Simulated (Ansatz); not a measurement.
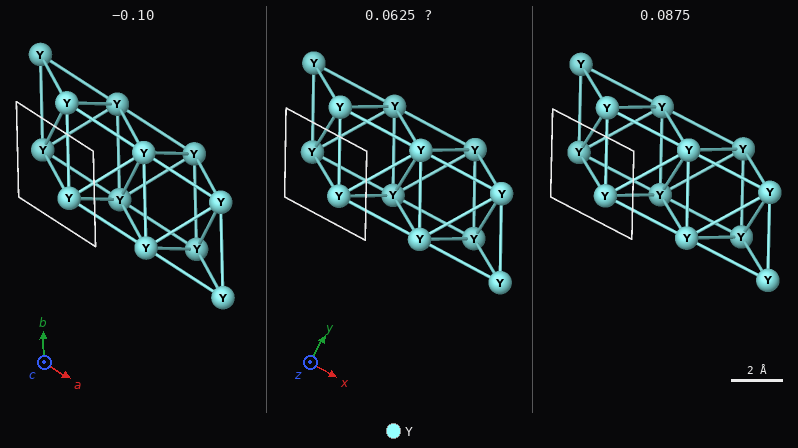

Energy scan for solid Y (P6_3/mmc), in which the cell is strained in shear in the xy plane, with the atoms kept at their fractional coordinates. x, y and z are the Cartesian axes of the input. Style: ball-and-stick. Shown: the cell of the calculation, repeated 3 × 2 × 1 with one cell outlined, along the c axis.

Method: Ansatz, DFT PBEsol, scalar-relativistic, plane waves, PAW. Set-up: plane-wave cutoff 420 eV; k-point mesh 18 × 18 × 12; occupations gaussian; smearing width 0.15 eV; no spin polarisation. Energies (free energies at the smearing named) are counted from the relaxed crystal.

| engineering shear strain | ΔE (meV/atom) |
| --- | --- |
| −0.1000 | 29.7 |
| −0.0500 | 7.5 |
| 0.0000 | 0.0 |
| 0.0250 | 1.9 |
| 0.0625 | ? |
| 0.0750 | 16.8 |
| 0.0875 | 22.8 |

Q: Estimate the missing energy from the other rows, and compare with the calculation.

A: A straight line between the two neighbours gives 13.1 meV/atom. A cubic through the four nearest rows (0.0000, 0.0250, 0.0750, 0.0875) gives, with Lagrange weights, (−0.0714)(0.0) + (0.2500)(1.9) + (1.2500)(16.8) + (−0.4286)(22.8) = 11.7 meV/atom. The calculation gives 11.7 meV/atom, so the cubic is right to the digits shown and the straight line 1.4 meV/atom too high, as the curve bends upwards here.

The whole profile:

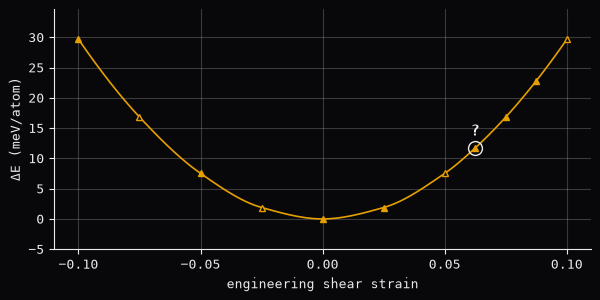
